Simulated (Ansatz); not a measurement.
**A series of single points on MoS2**

System: MoS2 (R-3m, 3 atoms in the cell).
Method: Kohn-Sham DFT of a periodic cell, PBE, Ansatz PAW, no spin polarisation (Ansatz 0.2.0).

The 5 runs differ only in the geometry, by an even scaling of the cell at fixed fractional positions. The structure derives from an entry of the Crystallography Open Database.

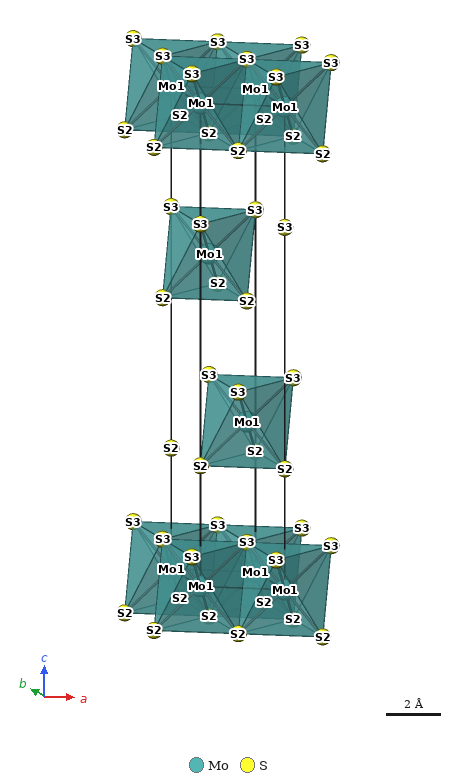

Figure 1. The structure of run 3 (polyhedral view of the cell 3 times as large as that of the calculation, set on its symmetry axes, seen slightly off an axis; polyhedra are completed across the faces of the cell; atoms are numbered from 1 in the order of the input).

### Input of run 3
```yaml
crystal:
  lattice:
    - [1.596000306, 0.9214512063, 6.1554945136]
    - [-1.596000306, 0.9214512063, 6.1554945136]
    - [0.0, -1.8429024126, 6.1554945136]
  atoms:
    - { symbol: Mo, position: [0.0, 0.0, 0.0] }
    - { symbol: S, position: [0.25, 0.25, 0.25] }
    - { symbol: S, position: [0.75, 0.75, 0.75] }
hamiltonian:
  xc: pbe
  pseudopotentials: { kind: paw }
kpoints:
  mp_grid: { grid: [10, 10, 10] }
scf:
  occupations: { method: fermi_dirac, width: 0.05 }
output:
  forces: true
  stress: true
  eigenvalues: true
```

Command:
```bash
ansatz run input.yaml --threads 2 --pin off --max-ram 5120MiB --backend cpu --events-out ev --progress --plain --runs-dir out
```

Run 4 differs from it as follows:
```diff
-    - [1.596000306, 0.9214512063, 6.1554945136]
-    - [-1.596000306, 0.9214512063, 6.1554945136]
-    - [0.0, -1.8429024126, 6.1554945136]
+    - [1.6063642348, 0.9274348234, 6.1954663772]
+    - [-1.6063642348, 0.9274348234, 6.1954663772]
+    - [0.0, -1.8548696467, 6.1954663772]
```

### Results, with one run withheld

| run | volume per atom (Å³) | free energy per atom, from the lowest run given (meV) | pressure (GPa) |
| --- | --- | --- | --- |
| 1 | 17.395 | 44.14 | 11.42 |
| 2 | 17.750 | 22.78 | 7.93 |
| 3 | 18.105 | 8.76 | 4.77 |
| 4 | 18.460 | ? | ? |
| 5 | 18.815 | 0.00 | −0.63 |

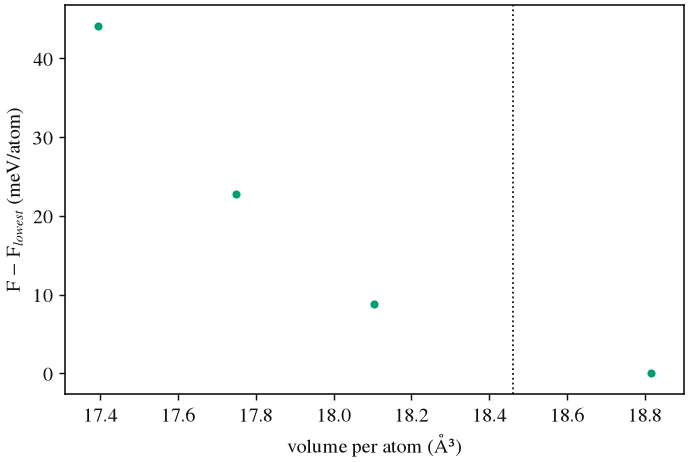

Figure 2. Free energy per atom of the runs given; the dotted line marks run 4.

What should run 4 give?

A quadratic polynomial in V^(−2/3) (the Birch–Murnaghan form), fitted to the 4 runs given, misses them by at most 0.01 meV per atom. With x = V^(−2/3) − 0.14558 Å⁻², it reads F = 12.074 + 6553 x + 8.7498e+05 x² (meV per atom). At run 4 it gives 1.36 meV per atom, and the run itself gives 1.39. The slope of the fit gives a pressure −dF/dV of 1.93 GPa there, and the run prints 1.93 GPa. The fit has its minimum at 18.721 Å³ per atom, where V d²F/dV² gives 134 GPa. Cell shape and fractional positions are held, so this is the stiffness under even scaling; the relaxed bulk modulus wasn't computed and can be far lower in a crystal of layers, chains or molecules like this one.

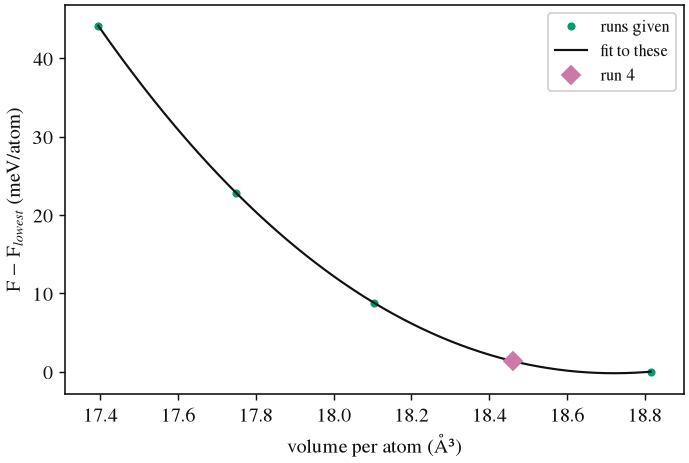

Figure 3. The fit and the withheld run.

### Output, shortened to warnings, some set-up lines, iterations and results (run 4)
```
Basis set: ecut = 420 eV, 1077 PW (Γ), FFT grids on a1−a3, a2−a3, a3, exchange–correlation on 48×48×90 points (8 copies of the dense FFT grid, shifted against one another)
Symmetry: 12 space group operations
k-points: 116 of 1000
Initial density: superposition of atomic densities (neutral atoms: chi_scale 0, normalization atom), corrected by the library's trained network
[...]
SCF iter   1: F=—  HF=-6761.983519 eV  |F-HF|=—  |Δ(HF+E_count)|=         —  Δρ=5.84e-3  dr2=2.32e-2  ethr=1.77e-3  ⟨swp⟩=5.9  Hψ=10754  notcnv=0
SCF iter   2: F=—  HF=-6761.986209 eV  |F-HF|=—  |Δ(HF+E_count)|=   2.69e-3  Δρ=4.32e-3  dr2=3.71e-2  ethr=8.94e-5  ⟨swp⟩=2.2  Hψ=4586  notcnv=0
SCF iter   3: F=—  HF=-6761.980865 eV  |F-HF|=—  |Δ(HF+E_count)|=   5.34e-3  Δρ=1.11e-3  dr2=2.00e-3  ethr=8.94e-5  ⟨swp⟩=2.0  Hψ=3227  notcnv=0
SCF iter   4: F=—  HF=-6761.980550 eV  |F-HF|=—  |Δ(HF+E_count)|=   3.14e-4  Δρ=1.24e-4  dr2=9.92e-6  ethr=7.68e-6  ⟨swp⟩=2.1  Hψ=2443  notcnv=0
SCF iter   5: F=—  HF=-6761.980550 eV  |F-HF|=—  |Δ(HF+E_count)|=   1.74e-7  Δρ=3.95e-5  dr2=9.34e-7  ethr=3.82e-8  ⟨swp⟩=2.4  Hψ=3453  notcnv=0
SCF iter   6: F=-6761.980550 eV  HF=-6761.980550 eV  |F-HF|=5.48e-9  |Δ(HF+E_count)|=   1.35e-7  Δρ=8.25e-6  dr2=3.05e-8  ethr=3.85e-10  ⟨swp⟩=6.0  Hψ=9769  notcnv=0
SCF 1 converged in 6 iterations: F = -6761.980550 eV  dr2 = 3.05e-8
SCF converged after 6 iterations
Free energy (F): -6761.980550 eV
Harris-Foulkes:  -6761.980550 eV  (|F-HF|=5.48e-9)
Internal energy: -6761.974183 eV  (E = F + TS)
E sigma→0 (E₀):  -6761.977367 eV
Entropy (-TS):   -0.006367 eV (-2.122 meV/atom)
Fermi energy:    10.581589 eV
--- Per-component energies (eV) ---
  E_band       = -169.094626
  E_kinetic    = 655.069851
  E_local      = -2004.318589  (includes V_loc(G=0)·N_el)
  E_nonlocal   = 199.452394
  E_hartree    = 769.121179
  E_xc         = -377.874747
  E_vxc        = -404.161157  (∫ρ·V_xc dr)
  E_paw        = -4401.563403  (= ΣΔE_a)
  E_vpaw       = -153.381055  (= ΣTr[D̂ρ^β])
  E_aug_tail   = 0.000047  (compensation charges beyond the density's cutoff)
  E_ewald      = -1601.860915
  E_smearing   = -0.006367  (= −TS)
  E_closure    = -0.000000  (closes the sum)
  Σ components = -6761.980550   (vs F -6761.980550, Δ=0.00e0)
--- Forces (eV/Å), atoms counted from 1 ---
  atom   1  Mo    -0.00000000     0.00000000    -0.00000000
  atom   2  S      0.00000000    -0.00000000    -0.33413720
  atom   3  S      0.00000000     0.00000000     0.33413720
  max |Σ_I F_I| component: 1.31e-31 eV/Å
--- Stress (GPa, compression-positive) ---
        0.787148       0.000000       0.000000
        0.000000       0.787148       0.000000
        0.000000       0.000000       4.220084
  P = ⅓ Tr σ = 1.9315 GPa (19.315 kbar)
```
